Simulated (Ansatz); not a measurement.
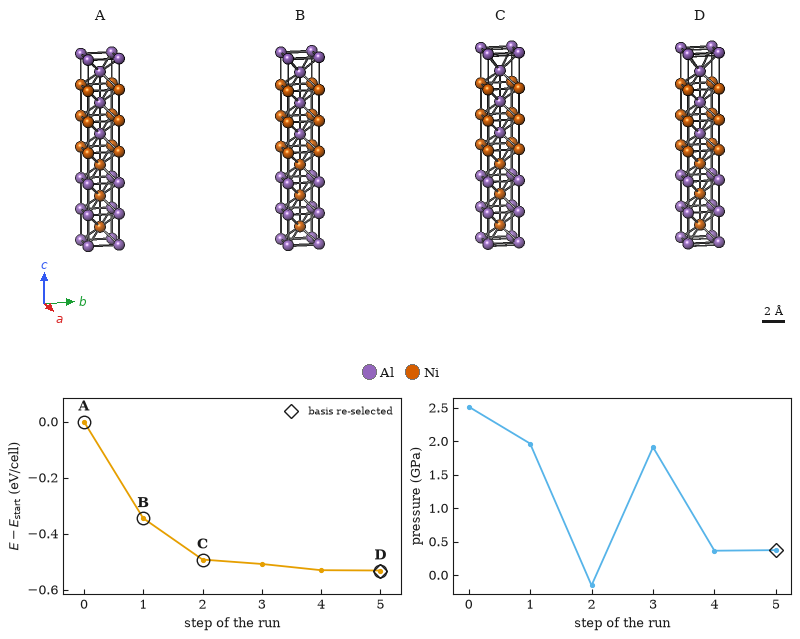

Frames of a relaxation of an interface cell of composition AlNi, marked on the history of the run. A ball-and-stick model of the cell of the calculation, seen slightly off an axis.

Case: antiphase boundary on (0 0 1), species swapped.

The calculation used DFT PBE, scalar-relativistic, plane waves, PAW in Ansatz 0.2.0. (plane-wave cutoff 420 eV; k-point mesh 12 × 12 × 2; occupations gaussian; smearing width 0.1 eV; no spin polarisation; cell relaxed at fixed a, b, alpha, beta, gamma; force threshold 0.02 eV/Å; at most 45 steps)

Q: Describe the path.

A: The largest moves relative to the cell, 0.25 Å, are those of Al atoms. By element the largest moves are Al 0.25 Å, Ni 0.17 Å. The drawn cell changes as follows: a = b unchanged at 2.893 Å, c 17.359 → 17.658 Å (+1.7 %); the volume changes by +1.7 %. Near-neighbour distances that change, for instance: Al–Al 2.505 → 2.840 Å, Al–Ni 2.893 → 2.799 Å, Ni–Ni 2.893 → 2.807 Å, Al–Ni 2.505 → 2.431 Å. Over 4 accepted moves (5 points after the start) the energy falls by 0.532 eV per cell of the calculation. Largest force component: 2.3 eV/Å at the start, 0.012 eV/Å at the end. The pressure goes from 2.52 to 0.37 GPa. The SCF was repeated once at an unchanged geometry on a basis and grid sized afresh for the cell, which shifted the energy by 1.1 meV per cell of the calculation at most. From step 0 to 1: Al atoms move most (0.09 Å), volume +0.2 %, energy −0.345 eV per cell of the calculation. From step 1 to 2: Al atoms move most (0.12 Å), volume +1.7 %, energy −0.148 eV per cell of the calculation. From step 2 to 5: Al atoms move most (0.06 Å), volume −0.2 %, energy −39.1 meV per cell of the calculation.

| step | E − E(0), meV/atom | largest force component, eV/Å | pressure, GPa | volume, Å³/atom | note |
| --- | --- | --- | --- | --- | --- |
| 0 | 0.00 | 2.3089 | 2.52 | 12.107 |  |
| 1 | -28.75 | 1.1363 | 1.96 | 12.131 |  |
| 2 | -41.05 | 0.3914 | -0.16 | 12.344 |  |
| 3 | -42.36 | 0.3364 | 1.91 | 12.216 |  |
| 4 | -44.21 | 0.0117 | 0.36 | 12.316 |  |
| 5 | -44.31 | 0.0118 | 0.37 | 12.316 | same geometry, new basis |
